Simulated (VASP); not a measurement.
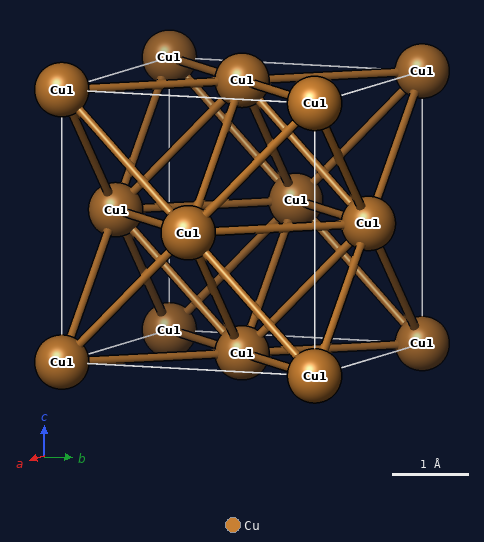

The structure as given in the input (ball-and-stick view of the cell 4 times as large as that of the calculation, set on its symmetry axes, seen slightly off an axis; atoms are numbered from 1 in the order of the input).

**What a change does: geometry relaxation on Cu**

System: Cu (Fm-3m, 1 atom in the cell).
Method of run 1: Kohn-Sham DFT of a periodic cell, PBEsol, VASP PAW PBE potentials, recommended, no spin polarisation (VASP 6.6.1).

The structure derives from an entry of the Crystallography Open Database. 

### INCAR, run 1
```
SYSTEM = Cu
ALGO = Fast ; EDIFF = 1E-7
EDIFFG = -0.005 ; ENCUT = 600
GGA = PS ; IBRION = 2
ISIF = 3 ; ISMEAR = 0
LASPH = .TRUE. ; LCHARG = .FALSE.
LREAL = .FALSE. ; LWAVE = .FALSE.
NELM = 100 ; NSW = 90
PREC = Accurate ; SIGMA = 0.1
```

### KPOINTS, run 1
```
k-points
0
G
  20 20 20
  0 0 0
```

### POSCAR, run 1
```
Cu
1.0
    0.0000000000      1.8250000000      1.8250000000
    1.8250000000      0.0000000000      1.8250000000
    1.8250000000      1.8250000000      0.0000000000
Cu
1
Direct
    0.0000000000      0.0000000000      0.0000000000
```

Command:
```bash
cat potpaw_PBE.64/Cu/POTCAR > POTCAR
mpirun -np 1 vasp_std > vasp.out
```

Hardware: 1 thread of Intel Xeon (Sapphire Rapids), 360 GiB of memory available, shared host.

### OSZICAR and lines of OUTCAR (run 1)
```
N       E                     dE             d eps       ncg     rms          rms(c)
DAV:   1     0.377064432429E+02    0.37706E+02   -0.61692E+03  4712   0.226E+03
DAV:   2    -0.488223969858E+01   -0.42589E+02   -0.40449E+02  4616   0.203E+02
DAV:   3    -0.535044067950E+01   -0.46820E+00   -0.46656E+00  5434   0.313E+01
DAV:   4    -0.535375311339E+01   -0.33124E-02   -0.33121E-02  5634   0.238E+00
DAV:   5    -0.535378796270E+01   -0.34849E-04   -0.34850E-04  5491   0.193E-01    0.833E+00
RMM:   6    -0.472892376932E+01    0.62486E+00   -0.68143E+00  4627   0.661E+01    0.505E+00
RMM:   7    -0.429362826120E+01    0.43530E+00   -0.13069E+00  4623   0.306E+01    0.100E+00
[...]
RMM:   2    -0.431045938837E+01    0.22501E-06   -0.15954E-06  4532   0.309E-02    0.220E-03
RMM:   3    -0.431045928253E+01    0.10584E-06   -0.23428E-07  3206   0.133E-02    0.902E-04
RMM:   4    -0.431045928447E+01   -0.19381E-08   -0.17651E-08  2640   0.202E-03
   5 F= -.43104593E+01 E0= -.43098129E+01  d E =-.619226E-06
       N       E                     dE             d eps       ncg     rms          rms(c)
DAV:   1    -0.431046224044E+01   -0.29579E-05   -0.35079E-05  5062   0.157E-01    0.108E-02
RMM:   2    -0.431046109304E+01    0.11474E-05   -0.75050E-06  4621   0.672E-02    0.475E-03
RMM:   3    -0.431046062581E+01    0.46723E-06   -0.10939E-06  4340   0.286E-02    0.196E-03
RMM:   4    -0.431046060538E+01    0.20436E-07   -0.74262E-08  2786   0.376E-03
   6 F= -.43104606E+01 E0= -.43098142E+01  d E =-.194013E-05
[... from OUTCAR:]
  free energy    TOTEN  =        -4.31046061 eV
  energy without entropy =       -4.30916787  energy(sigma->0) =       -4.30981424
 E-fermi :   7.8353     XC(G=0): -13.1273     alpha+bet :-13.9354
  free  energy   TOTEN  =        -4.3104606054 eV
  energy  without entropy=       -4.3091678730  energy(sigma->0) =       -4.30981424
```

The input of run 2 differs as follows (lines with − go, lines with + come):
```diff
-GGA = PS ; IBRION = 2
+GGA = CA ; IBRION = 2
```

What does this change do to the results?

The total energies belong to different methods, so their difference says nothing on which is more stable or more accurate. The volume per atom goes from 11.38 to 10.95 Å³. The functional changes from PBEsol to LDA. The SCF takes 91 iterations over all geometry steps against 54. On the same kind of shared host run 2 took about 1.6 times as long.

### OSZICAR and lines of OUTCAR (run 2)
```
N       E                     dE             d eps       ncg     rms          rms(c)
DAV:   1     0.377759448027E+02    0.37776E+02   -0.61414E+03  4720   0.229E+03
DAV:   2    -0.513323354770E+01   -0.42909E+02   -0.40738E+02  4618   0.204E+02
DAV:   3    -0.561483475186E+01   -0.48160E+00   -0.47978E+00  5492   0.318E+01
DAV:   4    -0.561834772616E+01   -0.35130E-02   -0.35126E-02  5655   0.245E+00
DAV:   5    -0.561838707607E+01   -0.39350E-04   -0.39350E-04  5524   0.203E-01    0.790E+00
RMM:   6    -0.505775602589E+01    0.56063E+00   -0.62102E+00  4629   0.645E+01    0.483E+00
RMM:   7    -0.465530405289E+01    0.40245E+00   -0.12339E+00  4625   0.306E+01    0.990E-01
[...]
RMM:   3    -0.470980650446E+01    0.13081E-05   -0.33243E-06  4571   0.510E-02    0.356E-03
RMM:   4    -0.470980635060E+01    0.15386E-06   -0.24437E-07  3450   0.698E-03    0.134E-03
RMM:   5    -0.470980632748E+01    0.23120E-07   -0.12032E-07  2830   0.996E-03
  12 F= -.47098063E+01 E0= -.47091808E+01  d E =-.196522E-04
       N       E                     dE             d eps       ncg     rms          rms(c)
DAV:   1    -0.470980994480E+01   -0.35942E-05   -0.47566E-05  4816   0.187E-01    0.129E-02
RMM:   2    -0.470980811799E+01    0.18268E-05   -0.10555E-05  4636   0.822E-02    0.540E-03
RMM:   3    -0.470980753935E+01    0.57864E-06   -0.14778E-06  4460   0.339E-02    0.234E-03
RMM:   4    -0.470980747839E+01    0.60957E-07   -0.11023E-07  2925   0.466E-03
  13 F= -.47098075E+01 E0= -.47091820E+01  d E =-.208031E-04
[... from OUTCAR:]
  free energy    TOTEN  =        -4.70980748 eV
  energy without entropy =       -4.70855660  energy(sigma->0) =       -4.70918204
 E-fermi :   8.3040     XC(G=0): -13.5527     alpha+bet :-14.4355
  free  energy   TOTEN  =        -4.7098074784 eV
  energy  without entropy=       -4.7085566045  energy(sigma->0) =       -4.70918204
```

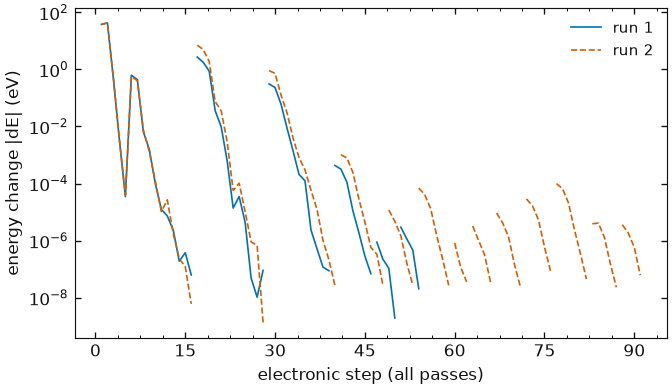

Convergence of the two runs: energy change |dE| against the electronic step. A break in a curve parts two SCF passes. Run 1 takes 54 steps in all, and run 2 takes 91.

### The two runs side by side

| quantity | run 1 | run 2 |
| --- | --- | --- |
| outcome | converged | converged |
| free energy per atom (eV) | −4.3105 | −4.7098 |
| energy per atom, smearing taken to zero (eV) | −4.3098 | −4.7092 |
| gap on the mesh (eV) | 0.00 | 0.00 |
| pressure (GPa) | −0.05 | 0.03 |
| volume per atom (Å³) | 11.38 | 10.95 |
| largest force (eV/Å) | 0.000 | 0.000 |
| SCF iterations | 54 | 91 |
| irreducible k-points | 256 | 256 |

For both runs: The volume changed by more than 5 % on the plane waves of the start, so the result carries a basis error; a second relaxation from the end is advised.
